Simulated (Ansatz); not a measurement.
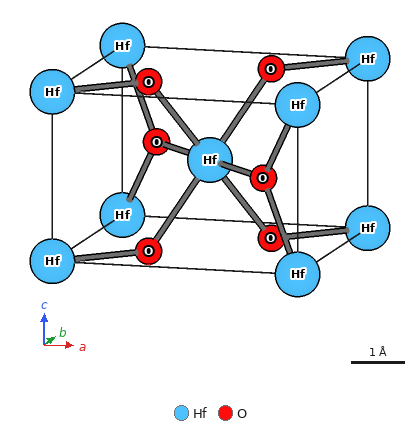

*The starting structure (ball-and-stick view of the cell of the calculation, seen slightly off an axis).*

**HfO2: geometry relaxation**

System: HfO2 (6 atoms in the cell).
Method: DFT PBE, scalar-relativistic, plane waves, PAW, no spin polarisation (Ansatz 0.2.0).

The structure derives from a Materials Project entry. It belongs to a series of runs on one base structure; here: strain along c alone, the other axes held, atoms relaxed: +2.0 %.

### The input
```yaml
crystal:
  lattice:
    - [4.8803694249, 0.0, 0.0]
    - [0.0, 4.8803694249, 0.0]
    - [0.0, 0.0, 3.3024349405]
  atoms:
    - { symbol: Hf, position: [0.0, 0.0, 0.0] }
    - { symbol: Hf, position: [0.5, 0.5, 0.5] }
    - { symbol: O, position: [0.1948153568, 0.8051846432, 0.5] }
    - { symbol: O, position: [0.3051846432, 0.3051846432, 0.0] }
    - { symbol: O, position: [0.6948153568, 0.6948153568, 0.0] }
    - { symbol: O, position: [0.8051846432, 0.1948153568, 0.5] }
basis:
  ecutwfc: 420
kpoints:
  mp_grid: { grid: [6, 6, 8] }
hamiltonian:
  xc: pbe
scf:
  occupations: { method: gaussian, width: 0.02 }
output:
  forces: true
  stress: true
  eigenvalues: true
  write_density: true
  write_potential: true
  elf: true
  volumetric_format: npy
relax:
  adjacent_minimum: "off"
  f_tol: 0.008
  max_steps: 40
```

Launch command:
```bash
ansatz run input.yaml --threads 1 --pin off --max-ram 2560MiB --backend cpu --events-out ev --progress --plain --runs-dir out
```

### What the program printed
```
Warning: output.stress: scf.convergence.dr2_threshold = 6.4e-8 eV (the default of a walk held to its f_tol) is looser than the 6e-10 eV advised for a printed stress (1e-10 eV for each atom of the cell: 6). What an SCF threshold leaves in a stress goes as its square root, and in the free energy as the threshold itself, and one threshold admits the most on a small cell: of the crystals measured, under no hybrid functional and no lock of the moments, on runs that ended without the residual-converged pass, on stresses that held no estimate of that error, the worst erred by over 100 MPa in a component at 1e-7 eV an atom and by under 5 at 1e-10. Every solve of this run answers to scf.convergence.dr2_threshold, and the tensor of one is reported: a single SCF on the reported geometry and on this run's grids (its basis.xc_grid and basis.ecutrho_ratio typed), with scf.convergence.dr2_threshold at 6e-10 eV or tighter, prints it and tightens no other solve. Else set scf.convergence.dr2_threshold to 6e-10 eV or tighter. The threshold is an SCF's pass mark: one that does not reach it within its budget of iterations ends unconverged, or closes short of it on a stop that the run arms, and scf.convergence.dr2_threshold's page says what that costs each kind of run
Engine: ansatz 0.2.0, x86_64-unknown-linux-gnu
Pseudopotentials: kind: paw
Pseudopotential: Hf, paw, valence charge 26, recommended cutoff 420 eV (normal), Hf.paw.azcp
Pseudopotential: O, paw, valence charge 6, recommended cutoff 420 eV (normal), O.paw.azcp
Functional definition: PBE
  parameter kappa = 0.804
  parameter beta = 0.06672455060314922
  exchange = pbe_x(kappa = kappa, mu = beta*pi^2/3)
  correlation = pbe_c(beta = beta)
Crystal: 6 atoms, lattice volume = 78.657 Å³
Basis set: ecut = 420 eV, 1519 PW (Γ), exchange–correlation on 72×72×48 points (8 copies of the dense FFT grid, shifted against one another)
Bands: 46, of which v1, the nominal top of the filled ones, is band 38 counted from 1 (37 counted from 0)
Symmetry: 16 space group operations
Space group: P42/mnm (ITA 136), of the structure as read, at distance tolerance 4.3e-5 Å
k-points: 50 of 288
Non-local potential: Hf, projectors of the file, l = 0: 3, l = 1: 2, l = 2: 2, l = 3: 3
Non-local potential: O, projectors of the file, l = 0: 2, l = 1: 2, l = 2: 1
PAW form: soft (Blöchl's): semilocal exchange-correlation on the pseudo side does not see the compensation charge
PAW one-centre angular grid: Hf, 590 points (default); XC on 64 Gauss nodes
PAW one-centre angular grid: O, 110 points (default); XC on 64 Gauss nodes
Initial density: superposition of atomic densities (neutral atoms: chi_scale 0, normalization atom), corrected by the library's trained network
Initial wavefunctions: pseudopotential atomic-orbital guess
Functional: x = pbe(κ = 0.804, μ = 0.2195149727645171), c = pbe(β = 0.06672455060314922)
SCF iter   1: F=—  HF=-33723.162149 eV  |F-HF|=—  |Δ(HF+E_count)|=         —  Δρ=3.16e-3  dr2=6.82e-3  ethr=1.77e-3  ⟨swp⟩=5.7  Hψ=7357  notcnv=0
preconditioner: auto → Resta (q_TF=auto, 2.713 Å⁻¹)  ε∞=5.0  [insulator: Δε(μ)=3.865 eV  Ē_g=17.757 eV  σ=0.020 eV  W_gap=1.00  n_scr=30 (ndim 8)  ℏωp=35.5 eV  f_vac=0.094  D(μ)=0.00/eV (n_scr^D=0)  ε∞_Penn≈5.0]
SCF iter   2: F=—  HF=-33723.162288 eV  |F-HF|=—  |Δ(HF+E_count)|=   1.40e-4  Δρ=1.56e-3  dr2=1.32e-3  ethr=8.98e-6  ⟨swp⟩=2.0  Hψ=4508  notcnv=0  defer=89
SCF iter   3: F=—  HF=-33723.162348 eV  |F-HF|=—  |Δ(HF+E_count)|=   6.01e-5  Δρ=7.27e-4  dr2=4.09e-4  ethr=1.74e-6  ⟨swp⟩=2.0  Hψ=2696  notcnv=0  defer=89
SCF iter   4: F=—  HF=-33723.162443 eV  |F-HF|=—  |Δ(HF+E_count)|=   9.48e-5  Δρ=1.58e-4  dr2=1.58e-5  ethr=5.38e-7  ⟨swp⟩=2.0  Hψ=4014  notcnv=0  defer=89
SCF iter   5: F=—  HF=-33723.162438 eV  |F-HF|=—  |Δ(HF+E_count)|=   5.39e-6  Δρ=8.60e-5  dr2=3.86e-6  ethr=2.07e-8  ⟨swp⟩=2.0  Hψ=3890  notcnv=0  defer=89
SCF iter   6: F=-33723.162440 eV  HF=-33723.162440 eV  |F-HF|=3.87e-7  |Δ(HF+E_count)|=   2.06e-6  Δρ=2.73e-5  dr2=5.03e-7  ethr=2.11e-9  ⟨swp⟩=13.3  Hψ=20747  notcnv=0
SCF 1 converged in 6 iterations: F = -33723.162440 eV  dr2 = 5.03e-7
  greatest PAW one-centre occupation: 0.999 electrons in one spin orbital (limit 2), on the Hf atom at site 0 (counted from 0), in its partial waves of l = 0
relax step   1: F+E_penalty+E_count = -33723.16244031 eV  Δ(F+E_penalty+E_count) = +0.000e0 eV  max|allowed force component| = 1.013e-1 eV/Å  Δτ_max = 0.0000 Å  (6 SCF iters, dr2 threshold 1.60e-6 eV, accepted)
Initial density: handed on by an earlier stage of this run
Initial wavefunctions: those handed on with the density
iter 1 solved again at ethr=3.49e-7 eV; its pass at ethr=3.10e-3 eV (dr2=2.65e-4 eV) is discarded
SCF iter   1: F=—  HF=-33723.164591 eV  |F-HF|=—  |Δ(HF+E_count)|=         —  Δρ=6.14e-4  dr2=2.65e-4  ethr=3.49e-7  ⟨swp⟩=2.0  Hψ=6239  notcnv=0  defer=89
preconditioner: auto → Resta (q_TF=auto, 2.713 Å⁻¹)  ε∞=5.0  [insulator: Δε(μ)=3.863 eV  Ē_g=17.758 eV  σ=0.020 eV  W_gap=1.00  n_scr=30 (ndim 8)  ℏωp=35.5 eV  f_vac=0.099  D(μ)=0.00/eV (n_scr^D=0)  ε∞_Penn≈5.0]
SCF iter   2: F=—  HF=-33723.164436 eV  |F-HF|=—  |Δ(HF+E_count)|=   1.55e-4  Δρ=3.62e-4  dr2=9.96e-5  ethr=3.49e-7  ⟨swp⟩=1.0  Hψ=2211  notcnv=0  defer=89
SCF iter   3: F=—  HF=-33723.164413 eV  |F-HF|=—  |Δ(HF+E_count)|=   2.26e-5  Δρ=1.17e-4  dr2=8.63e-6  ethr=1.31e-7  ⟨swp⟩=2.3  Hψ=3727  notcnv=0  defer=89
SCF iter   4: F=-33723.164411 eV  HF=-33723.164411 eV  |F-HF|=1.98e-7  |Δ(HF+E_count)|=   1.86e-6  Δρ=2.91e-5  dr2=4.55e-7  ethr=8.44e-10  ⟨swp⟩=11.7  Hψ=18050  notcnv=0
SCF 2 converged in 4 iterations: F = -33723.164411 eV  dr2 = 4.55e-7
  greatest PAW one-centre occupation: 0.999 electrons in one spin orbital (limit 2), on the Hf atom at site 1 (counted from 0), in its partial waves of l = 0
relax step   2: F+E_penalty+E_count = -33723.16441125 eV  Δ(F+E_penalty+E_count) = -1.971e-3 eV  max|allowed force component| = 2.066e-2 eV/Å  Δτ_max = 0.0057 Å  (4 SCF iters, dr2 threshold 6.41e-7 eV, accepted)
SCF iter   1: F=—  HF=-33723.164614 eV  |F-HF|=—  |Δ(HF+E_count)|=         —  Δρ=1.51e-4  dr2=1.83e-5  ethr=2.30e-7  ⟨swp⟩=2.0  Hψ=4819  notcnv=0  defer=76
preconditioner: auto → Resta (q_TF=auto, 2.713 Å⁻¹)  ε∞=5.0  [insulator: Δε(μ)=3.874 eV  Ē_g=17.757 eV  σ=0.020 eV  W_gap=1.00  n_scr=30 (ndim 8)  ℏωp=35.5 eV  f_vac=0.099  D(μ)=0.00/eV (n_scr^D=0)  ε∞_Penn≈5.0]
SCF iter   2: F=—  HF=-33723.164498 eV  |F-HF|=—  |Δ(HF+E_count)|=   1.16e-4  Δρ=9.17e-5  dr2=7.25e-6  ethr=2.41e-8  ⟨swp⟩=1.0  Hψ=2700  notcnv=0  defer=76
SCF iter   3: F=—  HF=-33723.164497 eV  |F-HF|=—  |Δ(HF+E_count)|=   1.41e-6  Δρ=2.57e-5  dr2=4.19e-7  ethr=9.55e-9  ⟨swp⟩=2.0  Hψ=3692  notcnv=0  defer=76
SCF iter   4: F=-33723.164497 eV  HF=-33723.164497 eV  |F-HF|=2.25e-8  |Δ(HF+E_count)|=   1.06e-7  Δρ=8.07e-6  dr2=4.65e-8  ethr=8.42e-11  ⟨swp⟩=11.8  Hψ=16136  notcnv=0
SCF 3 converged in 4 iterations: F = -33723.164497 eV  dr2 = 4.65e-8
relax step   3: F+E_penalty+E_count = -33723.16449668 eV  Δ(F+E_penalty+E_count) = -8.542e-5 eV  max|allowed force component| = 9.975e-5 eV/Å  Δτ_max = 0.0015 Å  (4 SCF iters, accepted)
```

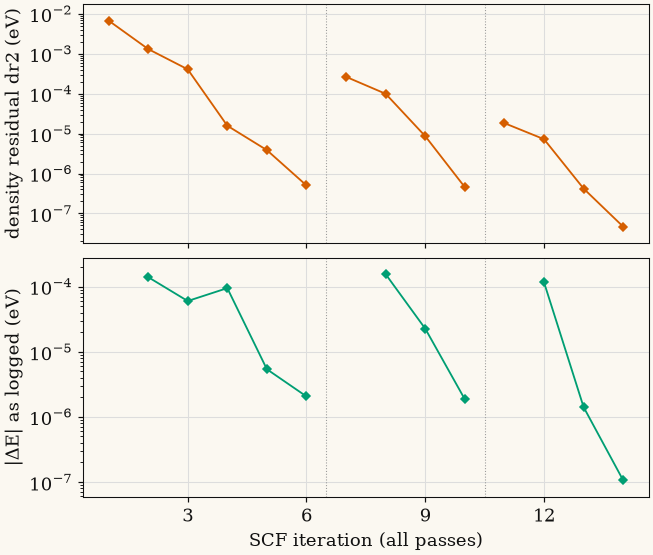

*Convergence of the self-consistent field: density residual dr2 and size of the energy change against the SCF iteration. The dotted lines part the SCF passes of the relaxation: geometry steps, rejected trials and re-solves on a re-selected basis.*

The passes take 6, 4 and 4 iterations.

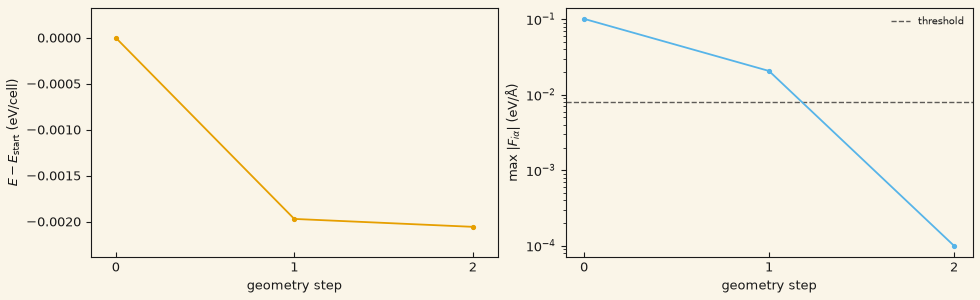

*Progress of the relaxation, step by step (the first geometry is step 0 here and step 1 in the log).*

After 2 geometry steps the energy has fallen by 2.1 meV per cell of the calculation. Largest force component: 0.1 eV/Å at the start, under 0.0001 eV/Å at the end. The largest moves, 0.007 Å, are those of O3, O4, O5 and O6. Hf stays in place. The lattice vectors keep their values. Distances before and after: Hf1–O4 2.106 → 2.114 Å, Hf1–O3 2.129 → 2.125 Å. The space group stays P4_2/mnm (No. 136). (Atoms are counted from 1 in the order of the input.)

```
SCF converged after 4 iterations
Free energy (F): -33723.164497 eV
Harris-Foulkes:  -33723.164497 eV  (|F-HF|=2.25e-8)
Internal energy: -33723.164497 eV  (E = F + TS)
E sigma→0 (E₀):  -33723.164497 eV
Fermi energy:    13.682630 eV
--- Per-component energies (eV) ---
  E_band       = -185.243465
  E_kinetic    = 1535.207799
  E_local      = -13219.198297  (includes V_loc(G=0)·N_el)
  E_nonlocal   = -2294.564733
  E_hartree    = 5995.043650
  E_xc         = -892.751125
  E_vxc        = -905.609980  (∫ρ·V_xc dr)
  E_paw        = -14485.753020  (= ΣΔE_a)
  E_vpaw       = 2708.831389  (= ΣTr[D̂ρ^β])
  E_aug_tail   = 0.009898  (compensation charges beyond the density's cutoff)
  E_ewald      = -10361.158669
  E_smearing   = -0.000000  (= −TS)
  E_closure    = -0.000000  (closes the sum)
  Σ components = -33723.164497   (vs F -33723.164497, Δ=0.00e0)
--- Forces (eV/Å), atoms counted from 1 ---
  atom   1  Hf    -0.00000000    -0.00000000    -0.00000000
  atom   2  Hf    -0.00000000    -0.00000000    -0.00000000
  atom   3  O      0.00009975    -0.00009975     0.00000000
  atom   4  O     -0.00009975    -0.00009975    -0.00000000
  atom   5  O      0.00009975     0.00009975     0.00000000
  atom   6  O     -0.00009975     0.00009975    -0.00000000
  max |Σ_I F_I| component: 1.73e-18 eV/Å
--- Stress (GPa, compression-positive) ---
       -2.641049       0.000000       0.000000
        0.000000      -2.641049       0.000000
        0.000000       0.000000      -8.521394
  P = ⅓ Tr σ = -4.6012 GPa (-46.012 kbar)
--- Band table (eV; the first three rows and the last of 50) ---
  k-point 0: bands = ["-48.9090", "-48.9015", "-17.7910", "-17.7910", "-17.5504", "-17.5504", "-17.4488", "-17.3980", "-5.7140", "-4.9748", "-4.0348", "-4.0348", "1.1970", "1.1970", "1.2037", "1.2275", "1.2275", "1.2294", "1.2305", "1.2305", "1.2526", "1.2585", "1.2809", "1.2813", "1.3604", "1.3604", "6.4473", "6.9775", "7.7189", "8.3263", "8.3263", "10.0110", "10.0110", "10.1023", "11.0435", "11.3621", "11.3621", "11.7452", "15.6201", "15.7008", "16.7631", "17.0528", "17.0528", "17.7730", "19.1672", "19.6225"]
  k-point 1: bands = ["-48.9067", "-48.8997", "-17.7709", "-17.7709", "-17.5499", "-17.5499", "-17.5187", "-17.4732", "-5.5581", "-4.8674", "-4.1190", "-4.1190", "1.1999", "1.1999", "1.2085", "1.2277", "1.2277", "1.2302", "1.2326", "1.2326", "1.2507", "1.2557", "1.2742", "1.2795", "1.3478", "1.3478", "6.6746", "7.1452", "7.8688", "8.3302", "8.3302", "9.7000", "10.1733", "10.1733", "10.5285", "11.1744", "11.1744", "11.6445", "15.9011", "16.1562", "16.6644", "17.0393", "17.0393", "18.1127", "18.9721", "19.8792"]
  k-point 2: bands = ["-48.9009", "-48.8956", "-17.7189", "-17.7189", "-17.6820", "-17.6497", "-17.5521", "-17.5521", "-5.1694", "-4.6254", "-4.3191", "-4.3191", "1.2080", "1.2080", "1.2236", "1.2279", "1.2279", "1.2292", "1.2379", "1.2379", "1.2459", "1.2490", "1.2590", "1.2820", "1.3193", "1.3193", "7.2725", "7.5489", "8.3040", "8.4151", "8.4151", "8.8799", "9.5561", "10.4708", "10.4708", "10.7111", "10.7111", "11.2910", "16.4348", "16.5380", "16.9338", "17.1636", "17.1636", "18.4527", "19.0629", "20.5003"]
  k-point 49: bands = ["-48.8912", "-48.8912", "-17.8935", "-17.8935", "-17.6082", "-17.6082", "-17.5970", "-17.5970", "-4.6488", "-4.6488", "-4.3826", "-4.3826", "1.2259", "1.2259", "1.2279", "1.2279", "1.2286", "1.2286", "1.2393", "1.2393", "1.2412", "1.2412", "1.2816", "1.2816", "1.2846", "1.2846", "7.7516", "7.7516", "7.9452", "7.9452", "8.7522", "8.7522", "9.8724", "9.8724", "10.7643", "10.7643", "11.2591", "11.2591", "16.6859", "16.6859", "17.4292", "17.4292", "17.6781", "17.6781", "20.4856", "20.4856"]
--- Relaxed structure (3 steps of the walk, 3 accepted, 0 SCFs on fresh bases) ---
  F+E_penalty+E_count = -33723.16449668 eV   max|allowed force component| = 9.975e-5 eV/Å
  atoms:
    - { symbol: Hf, position: [-1.481038391552671e-20, -7.405191957763314e-20, -1.9971042851233368e-35] }
    - { symbol: Hf, position: [0.5, 0.5, 0.5000000000000001] }
    - { symbol: O, position: [0.1937750719370804, 0.8062249280629197, 0.5000000000000001] }
    - { symbol: O, position: [0.3062249280629196, 0.3062249280629196, 1.465555616079103e-35] }
    - { symbol: O, position: [0.6937750719370804, 0.6937750719370804, 3.7436213405543917e-35] }
    - { symbol: O, position: [0.8062249280629197, 0.1937750719370804, 0.5000000000000001] }
```

### Trajectory as extended XYZ (Å, eV, eV/Å), 3 frames, from step=1 to step=3
```
6
Lattice="4.8804 0.0000 0.0000 0.0000 4.8804 0.0000 0.0000 0.0000 3.3024" Properties=species:S:1:pos:R:3:forces:R:3 step=1 energy=-33723.16244
Hf    0.0000    0.0000    0.0000    0.0000   0.0000   0.0000
Hf    2.4402    2.4402    1.6512    0.0000   0.0000   0.0000
O     0.9508    3.9296    1.6512   -0.1013   0.1013   0.0000
O     1.4894    1.4894    0.0000    0.1013   0.1013   0.0000
O     3.3910    3.3910    0.0000   -0.1013  -0.1013   0.0000
O     3.9296    0.9508    1.6512    0.1013  -0.1013   0.0000
6
Lattice="4.8804 0.0000 0.0000 0.0000 4.8804 0.0000 0.0000 0.0000 3.3024" Properties=species:S:1:pos:R:3:forces:R:3 step=2 energy=-33723.16441
Hf    0.0000    0.0000    0.0000    0.0000   0.0000   0.0000
Hf    2.4402    2.4402    1.6512    0.0000   0.0000   0.0000
O     0.9467    3.9336    1.6512   -0.0207   0.0207   0.0000
O     1.4935    1.4935    0.0000    0.0207   0.0207   0.0000
O     3.3869    3.3869    0.0000   -0.0207  -0.0207   0.0000
O     3.9336    0.9467    1.6512    0.0207  -0.0207   0.0000
6
Lattice="4.8804 0.0000 0.0000 0.0000 4.8804 0.0000 0.0000 0.0000 3.3024" Properties=species:S:1:pos:R:3:forces:R:3 step=3 energy=-33723.16450
Hf    0.0000    0.0000    0.0000    0.0000   0.0000   0.0000
Hf    2.4402    2.4402    1.6512    0.0000   0.0000   0.0000
O     0.9457    3.9347    1.6512    0.0001  -0.0001   0.0000
O     1.4945    1.4945    0.0000   -0.0001  -0.0001   0.0000
O     3.3859    3.3859    0.0000    0.0001   0.0001   0.0000
O     3.9347    0.9457    1.6512   -0.0001   0.0001   0.0000
```

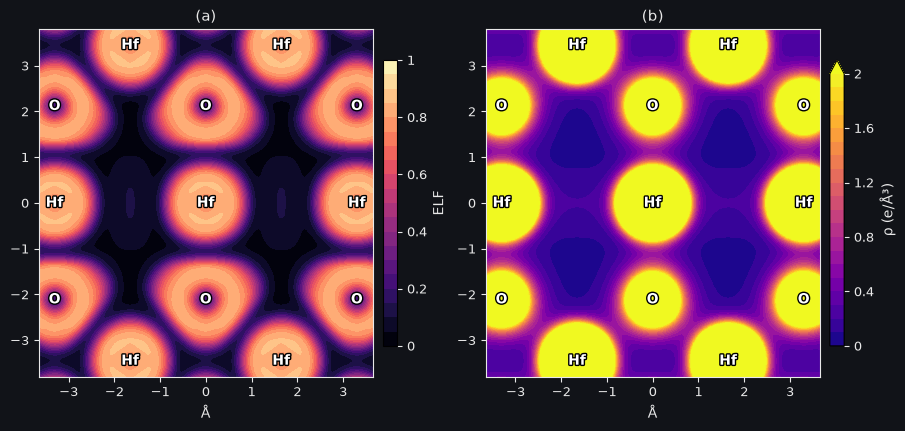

*(a) ELF; (b) valence charge density (pseudo) on the (11̄0) plane of the conventional cell.*

Atoms in the plane: Hf and O. Hf–O (2.11 Å): the density is about 0.71 e/Å³ at the midpoint; the ELF peaks at about 0.85 in the valence shell of O, 0.6 Å from its nucleus, and drops to about 0.20 between the two atoms. Away from the nuclei the density in this plane falls to 0.05 e/Å³ at its lowest. The strong features right at Hf lie inside the PAW spheres (semicore, d or f shells) and say nothing about bonding. Core electrons are frozen (PAW), so the fields are smoothed inside the atomic spheres.

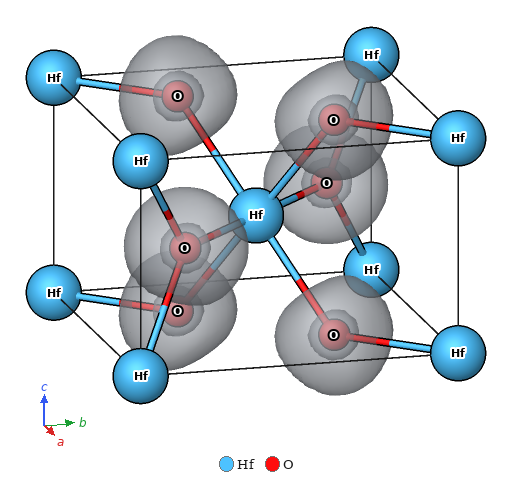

*Isosurface of the electron localisation function at 0.7 (grey), seen slightly off an axis. Core shells and regions of very low density are left out. Sticks mark near contacts. The outline is the cell set on symmetry axes.*

Along the contacts the grid gives the following. Hf–O (2.11 Å): the ELF peaks at about 0.85 in the valence shell of O, 0.6 Å from its nucleus, and drops to about 0.20 between the two atoms.

### Summary

- outcome: converged
- space group (tolerance 0.01 Å): P4₂/mnm (136)
- electrons treated: 76
- free energy: −33723.1645 eV
- Fermi energy: 13.683 eV
- gap on the k-point mesh: 3.87 eV
- pressure: −4.60 GPa
- final volume: 78.66 Å³
- largest force (length of the vector) at the end: under 0.001 eV/Å
- final cell: a = 4.880 Å, b = 4.880 Å, c = 3.302 Å, α = 90.00°, β = 90.00°, γ = 90.00°
- hardware: 1 thread of AMD EPYC (Zen 3), 32 GiB of memory available, shared host
- wall time: 30 s
- peak memory: 0.49 GiB

The program warns: the SCF threshold is looser than advised for the printed stress. Spin–orbit coupling is left out, which matters for Hf.
